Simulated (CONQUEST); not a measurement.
## Single-point calculation at one volume of an equation of state of SnO₂

The run: single-point calculation at one volume of an equation of state of SnO₂ (6 atoms in the cell). Method and program: Kohn-Sham DFT of a periodic cell, PBE, PseudoDojo NC PBE, no spin polarisation (CONQUEST 1.3).

The structure derives from an entry of the Crystallography Open Database. It belongs to a series of runs on one base structure; here: volume scaled by 0.94.

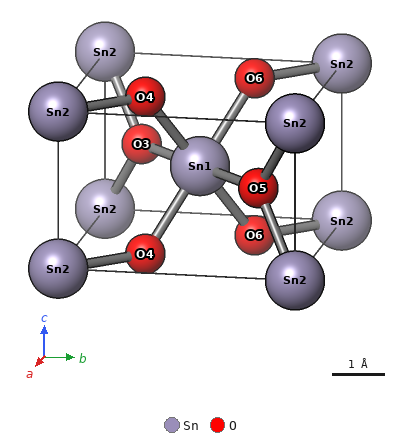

**Figure 1.** The structure as given in the input (ball-and-stick view of the cell of the calculation, set on other vectors, seen slightly off an axis; atoms are numbered from 1 in the order of the input). Near neighbours in the crystal (not all of them lie inside the picture): Sn has 6 O at 2.01 to 2.02 Å; O has 3 Sn at 2.01 to 2.02 Å.

Results in brief

| quantity | value |
| --- | --- |
| outcome | converged |
| space group (tolerance 0.01 Å) | P4₂/mnm (136) |
| electrons treated | 52 |
| free energy | −6086.6412 eV |
| Fermi energy | −6.197 eV |
| gap on the k-point mesh | 1.78 eV |
| pressure | 35.47 GPa |
| largest force (length of the vector) | 0.556 eV/Å |
| hardware | 1 thread of AMD EPYC (Zen 5), 16 GiB of memory available, shared host |
| wall time | 81 s |
| peak memory | 1.1 GiB |

The cell is under a pressure of 35 GPa at this level, so it is not at its equilibrium volume.

Input
```
IO.Title SnO2
IO.Coordinates coords.dat
IO.FractionalAtomicCoords T
IO.Iprint 2
IO.Iprint_init 1
General.NumberOfSpecies 2
General.PseudopotentialType hamann
AtomMove.TypeOfRun static
AtomMove.FullStress T
Grid.PointsAlongX 36
Grid.PointsAlongY 60
Grid.PointsAlongZ 60
DM.SolutionMethod diagon
Diag.MPMesh T
Diag.GammaCentred T
Diag.MPMeshX 8
Diag.MPMeshY 6
Diag.MPMeshZ 6
Diag.kT 0.00183747
minE.SCTolerance 1e-6
SC.MaxIters 100
IO.AtomChargeOutput T
%block ChemicalSpeciesLabel
1 118.710 Sn
2 16.000 O
%endblock
```

Launched with:
```bash
Conquest
```

Output
```
Simulation cell dimensions:     5.8987 a0 x     8.7707 a0 x     8.7707 a0

      Atomic coordinates (a0)
         Atom         X         Y         Z  Species
            1    2.9493    4.3854    4.3854        1
            2    0.0000    0.0000    0.0000        1
            3    2.9493    1.6919    1.6919        2
            4    0.0000    6.0773    2.6935        2
            5    2.9493    7.0789    7.0789        2
            6    0.0000    2.6935    6.0773        2

         Monkhorst-Pack mesh:   8 x   6 x   6 gamma-centred
        This calculation includes non-local pseudopotentials,
         with a maximum core radius of      7.58370955

    Job title: SnO2
    Job to be run: static calculation

    Ground state search:
      Support functions represented with PAO basis
      1:1 PAO to SF mapping
      Non-spin-polarised electrons
      Solving for the K matrix using diagonalisation
      Using Fermi-Dirac smearing

    Integration grid size:     36 x   60 x   60

    Integration grid spacing:  0.164 a0 x 0.146 a0 x 0.146 a0

    Number of species:  2
    --------------------------------------------------------
    |   #  mass (au)  Charge (e)  SF Rad (a0)  NSF  Label  |
    --------------------------------------------------------
    |   1    118.710      14.000        7.865   18  Sn     |
    |   2     16.000       6.000        5.079   13  O      |
    --------------------------------------------------------
          SCF tolerance:                 0.00000100
          SCF iterations:               100

    The functional used will be GGA PBE96

           radial cut-off to be used is taken to be max PAO cut-off radius for this species:    7.583710

           greatest ang. mom. for making density from PAOs:  2

           radial cut-off to be used is taken to be max PAO cut-off radius for this species:    4.914330

           greatest ang. mom. for making density from PAOs:  2
    Minimum blocs/proc is     2025. Maximum blocs/proc is     2025
    set_atom_dens: In set_atomic_density, electrons :      52.000000000000
 matrix_size & matrix_size_padH =           88          88

    Screened ion int: energy:    -169.700879694026 Ha

    new_SC_potl: Starting.  Tolerance:  0.10000E-05

    PulayMixSC: Starting Pulay mixing, A_up =  0.500 A_dn =  0.500
    PulayMixSC: Spin non-polarised calculation.
          Harris-Foulkes Energy            :      -223.901418225616311 Ha
          (TS=0 as O(N) or entropic contribution is negligible)
          DFT Total Energy                 :      -223.346747769792671 Ha
          Total number of electrons        :        52.000000000000938
    PulayMixSC: Pulay iteration     1 residual:              0.72662E-02
          Harris-Foulkes Energy            :      -223.703264697165878 Ha
          (TS=0 as O(N) or entropic contribution is negligible)
          DFT Total Energy                 :      -223.643671791231270 Ha
          Total number of electrons        :        52.000013687756471
    PulayMixSC: Pulay iteration     2 residual:              0.33870E-02
          Harris-Foulkes Energy            :      -223.680727567001355 Ha
          (TS=0 as O(N) or entropic contribution is negligible)
          DFT Total Energy                 :      -223.679705237724278 Ha
          Total number of electrons        :        52.000018930959328
    PulayMixSC: Pulay iteration     3 residual:              0.98955E-03
          Harris-Foulkes Energy            :      -223.679975377274531 Ha
          (TS=0 as O(N) or entropic contribution is negligible)
          DFT Total Energy                 :      -223.679922352969811 Ha
          Total number of electrons        :        52.000028464528732
    PulayMixSC: Pulay iteration     4 residual:              0.59085E-04
          Harris-Foulkes Energy            :      -223.679939388431706 Ha
          (TS=0 as O(N) or entropic contribution is negligible)
          DFT Total Energy                 :      -223.679937415416788 Ha
          Total number of electrons        :        52.000027950713154
    PulayMixSC: Pulay iteration     5 residual:              0.20472E-04
          Harris-Foulkes Energy            :      -223.679939242625323 Ha
          (TS=0 as O(N) or entropic contribution is negligible)
          DFT Total Energy                 :      -223.679938798060874 Ha
          Total number of electrons        :        52.000028171789062
    PulayMixSC: Pulay iteration     6 residual:              0.73890E-05
          Harris-Foulkes Energy            :      -223.679939022190780 Ha
          (TS=0 as O(N) or entropic contribution is negligible)
          DFT Total Energy                 :      -223.679939022487304 Ha
          Total number of electrons        :        52.000028116972523
    PulayMixSC: Pulay iteration     7 residual:              0.46085E-06
    PulayMixSC: Reached SCF tolerance of  0.46085E-06 after      7 iterations
      | Number of electrons      =        52.000028
      |* band energy as 2Tr[K.H] =       -36.503288262088233 Ha
      |  screened ion-ion energy =      -169.700879694026440 Ha
      |  Ha correction           =        -0.638033125639988 Ha
      |  XC correction           =       -16.837725124892820 Ha
      |* Harris-Foulkes energy   =      -223.679939022190780 Ha
      |* DFT total energy        =      -223.679939022487304 Ha
      |  estimated accuracy      =         0.000000000296524 Ha

    force: Forces on atoms (Ha/a0)
    force:  Atom   X              Y              Z
    force:     1  -0.0000000000  -0.0000000000  -0.0000000000
    force:     2   0.0000000000   0.0000000000  -0.0000000000
    force:     3  -0.0000000000   0.0076415006   0.0076415006
    force:     4   0.0000000000   0.0076415006  -0.0076415006
    force:     5   0.0000000000  -0.0076415006  -0.0076415006
    force:     6   0.0000000000  -0.0076415006   0.0076415006

    force: Maximum force :        0.00764150(Ha/a0) on atom         3 in z direction
    force: Force Residual:        0.00882364 Ha/a0
    force: Total stress:        -43.87912951     0.00000000     0.00000000 GPa
                             0.00000000   -31.26665596    -0.00000000
                             0.00000000    -0.00000000   -31.26665596
    force: Average pressure:     35.47081381 GPa

    force: Finished force
    get_E_and_F: Change in energy during last step of electronic optimisation:  0.22043E-06

    BIBLIOGRAPHY: Please consider citing the following references in the conquest.bib file

    CONQUEST:         Bowler2002pt, Miyazaki2004, Nakata2020
    Basis:            Bowler2019
    DM:               Bowler:2006xr
    Pseudopotentials: Hamann2013, Bowler2019
    XC functional:    Perdew1996
```

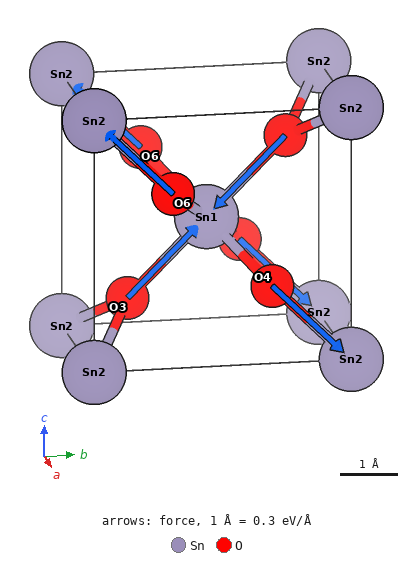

**Figure 2.** Forces on the atoms as blue arrows (ball-and-stick view of the cell of the calculation, seen slightly off an axis; atoms are numbered from 1 in the order of the input). The largest act on all 4 O atoms (0.56 eV/Å). The geometry is not a stationary point of this energy.

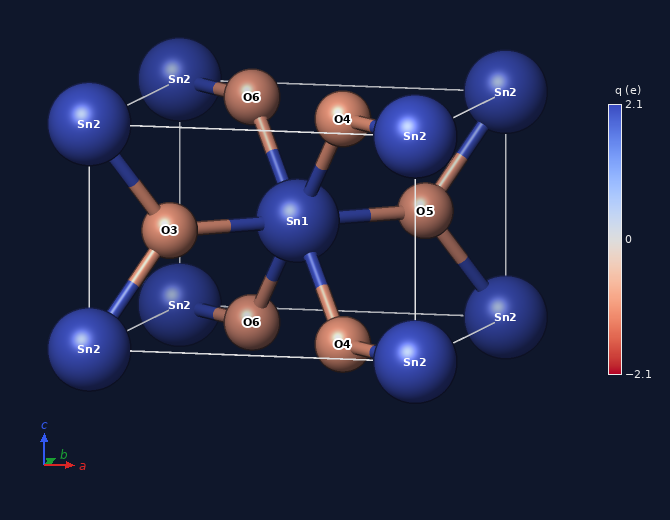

**Figure 3.** Mulliken charges, as the colour of each atom (ball-and-stick view of the cell of the calculation, set on other vectors, seen slightly off an axis; atoms are numbered from 1 in the order of the input). By element: Sn +2.04 and O −1.02 e.
